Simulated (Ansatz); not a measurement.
W17S32 (cell charge +3, with a compensating background) (cell with a defect), 49 atoms, a = 10.49 Å, b = 10.49 Å, c = 10.49 Å, α = 74.85°, β = 74.85°, γ = 74.85°.

Spin-polarised.

Computed with DFT PBE, scalar-relativistic, plane waves, PAW (Ansatz).

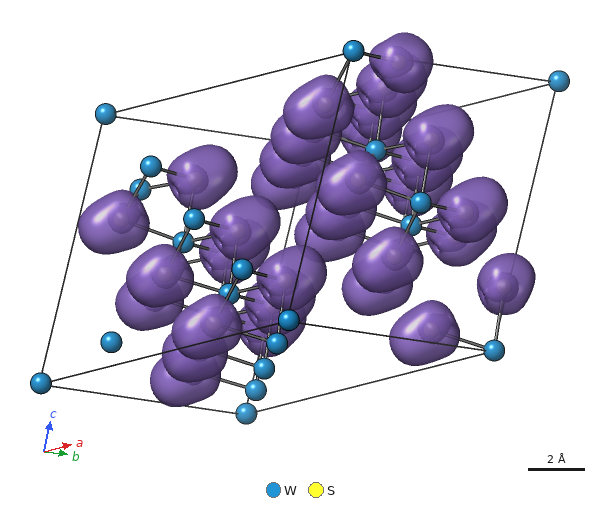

W17S32 (cell charge +3, with a compensating background) (cell with a defect). Isosurface of the electron localisation function at 0.7 (purple), seen at an oblique angle. Only the valence region is drawn (cores and ρ < 0.01 e/Å³ removed). Sticks mark near contacts.

Question: Identify the bonds, lone pairs and shells in this picture.

Answer: At this value the surface marks out 32 regions wrapped around S (the valence shell of each), counted in one cell of 49 atoms. Any copies at cell faces, edges or corners count once. Profiles from the grid: W–S (2.36 Å): the ELF peaks at about 0.85 in the valence shell of S, 0.8 Å from its nucleus, and is about 0.35 at the midpoint. W–S (2.41 Å): the ELF peaks at about 0.85 in the valence shell of S, 0.8 Å from its nucleus, and is about 0.50 at the midpoint.
